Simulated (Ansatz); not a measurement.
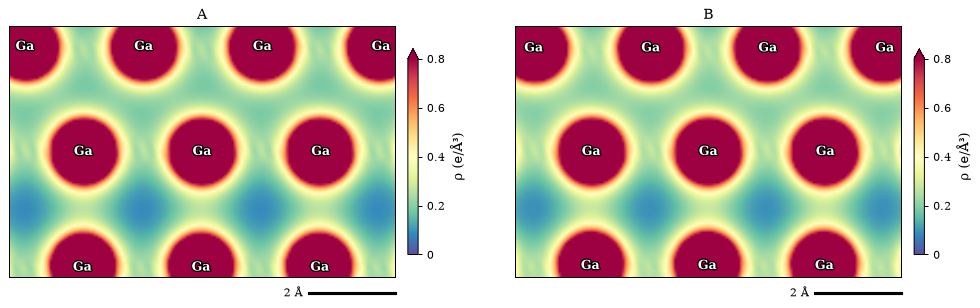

Ga. The valence pseudo-density of two cells that differ in size, on the (011̄) plane of each (indices in the axes of the calculation cell), at one length scale and on one colour scale: A has 17.8 Å³ an atom and B 17.1.

Computed with Kohn-Sham DFT of a periodic cell, PBEsol, Ansatz PAW (Ansatz).

The density is the valence pseudo-density of a PAW calculation; it isn't the true density close to the nuclei.

The larger cell:

```
Ga
1.0
     2.75977    0.00000    0.00000
     0.00000    3.25958    0.00000
    -1.33441    0.00000    3.96349
Ga
2
Direct
  0.13460 0.75000 0.77017
  0.86540 0.25000 0.22983
```

The smaller cell: a = 2.722 Å, b = 3.215 Å, c = 4.124 Å, α = 90.00°, β = 108.61°, γ = 90.00°.

Q: What changes from the larger cell to the smaller?

A: From the larger cell to the smaller, Ga–Ga goes from 2.69 to 2.65 Å, and the density at its midpoint from 0.27 to 0.28 e/Å³; the pressure goes from 0.5 to 3.4 GPa.
